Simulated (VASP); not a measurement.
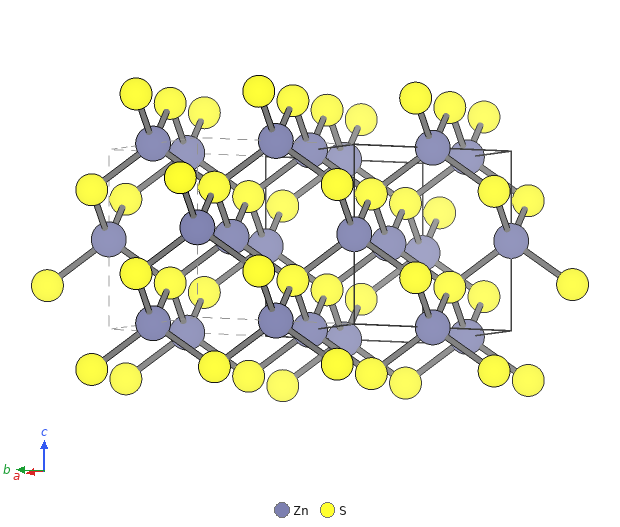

The compound is ZnS (space group F-43m, No. 216), taken as the geometry relaxed with VASP 6.6.1, VASP Kohn-Sham DFT of a periodic cell, PBE with MBD, VASP PAW PBE potentials, recommended.

Bonds are taken as S–Zn below 2.6 Å; no other contact counts. Atoms with one bond or none are removed and atoms with two bonds are replaced by edges, until no such atom is left.

> What kind of net remains, and which atoms are its nodes?

A uninodal 4-connected, three-periodic net: Zn and S are 4-connected nodes.

> Name the underlying net.

It is the dia net, known from diamond, zinc blende and cristobalite.

> Is the net interpenetrated?

It is a single net, without interpenetration.

> Give the point symbol of each node (shortest cycle at each angle).

Zn and S: 6^6.
